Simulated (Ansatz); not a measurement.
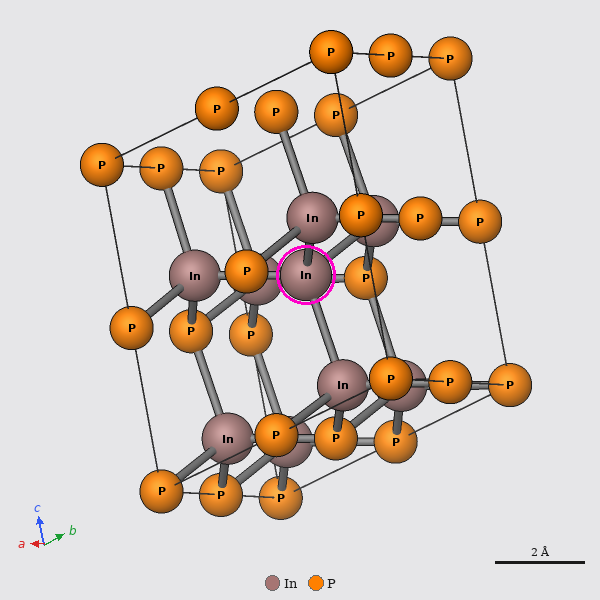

This ball-and-stick model is shown from a general direction. The lines enclose the supercell; boundary atoms appear with their images. The host is InP, in a cell of 16 sites, and the cell carries a charge of -1. A ring marks the defect's site.

Q: Which defect is modelled here, and what are its neighbours?

A: Indium on a phosphorus site (an antisite). It is bonded to four In in a tetrahedral arrangement at about 2.6 Å.

Run with DFT PBE, scalar-relativistic, plane waves, PAW (Ansatz) and these settings: 420 eV cutoff, a 4×4×4 sampling of the Brillouin zone, Gaussian smearing of 0.02 eV, collinear spins.

Q: Does a spin moment come with the defect?

A: No net moment.

The atoms were relaxed in the host's cell with DFT PBE, scalar-relativistic, plane waves, PAW in Ansatz 0.2.0.
